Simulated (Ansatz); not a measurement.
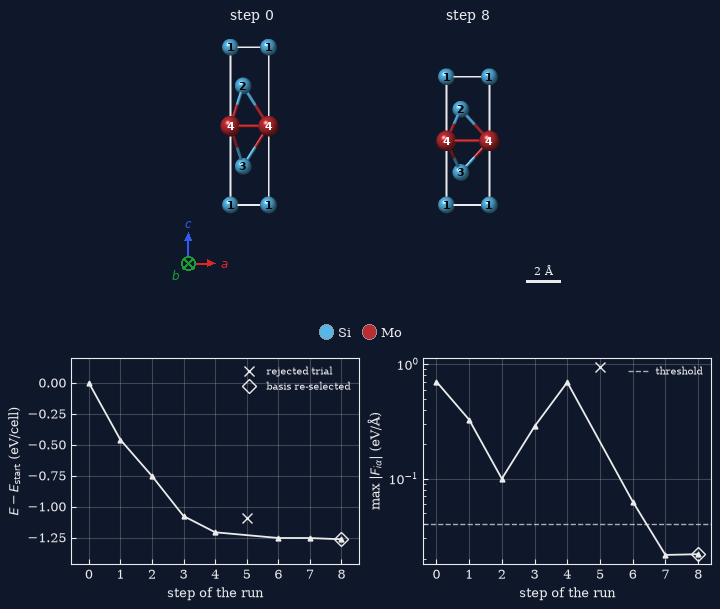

First and last geometry of a relaxation of crystalline Si3Mo (a generated structure, set up in P-6m2) (coarse preliminary run), with the history of the run. The picture is a ball-and-stick view of the cell of the calculation, seen along the b axis.

The calculation used DFT PBE, scalar-relativistic, plane waves, PAW (Ansatz 0.2.0).

Input file:
```yaml
crystal:
  lattice:
    - [2.64519236, 0.0, 0.0]
    - [-1.32259618, 2.29080379, 0.0]
    - [0.0, 0.0, 9.50304951]
  atoms:
    - { symbol: Si, position: [0.0, 0.0, 0.0] }
    - { symbol: Si, position: [0.33333333, 0.66666667, 0.7547884] }
    - { symbol: Si, position: [0.33333333, 0.66666667, 0.2452116] }
    - { symbol: Mo, position: [0.0, 0.0, 0.5] }
basis:
  ecutwfc: 420
kpoints:
  mp_grid: { grid: [6, 6, 2] }
hamiltonian:
  xc: pbe
scf:
  occupations: { method: gaussian, width: 0.1 }
  lower_state_search: "off"
output:
  forces: true
  stress: true
  eigenvalues: true
relax:
  adjacent_minimum: "off"
  f_tol: 0.04
  max_steps: 70
  cell: { stress_tol: 0.4 }
```

Command:
```bash
ansatz run input.yaml --threads 1 --pin off --max-ram 2560MiB --backend cpu --events-out ev --progress --plain --runs-dir out
```

Question: Read the history and describe the run.

Answer: It converged. After 6 accepted moves (8 points after the start) the energy has fallen by 1.264 eV per cell of the calculation. The largest force component goes from 0.7 to 0.022 eV/Å. The pressure goes from 2.56 to 0.00 GPa. The line search rejected the trial step at point 5 of the run. At 1 point the geometry stayed and the basis and grid were re-selected for the new cell (energy shift of 10.1 meV per cell of the calculation at most each time). The largest moves relative to the cell, 0.064 Å, are those of Si2 and Si3. Si2 goes along −c. Mo stays in place. The drawn cell changes as follows: a = b 2.645 → 2.987 Å (+12.9 %), c 9.503 → 7.721 Å (−18.8 %); the volume changes by +3.6 %. Near-neighbour distances that change, for instance: Mo4–Mo4 2.645 → 2.987 Å, Si1–Si1 2.645 → 2.987 Å, Si2–Mo4 2.863 → 2.568 Å. Bond angles that change, for instance: Mo4–Si2–Mo4 55.0° → 71.1°. The space group stays P-6m2 (No. 187).

Limits of the set-up: the k-point mesh is coarse for a cell with partly filled bands.
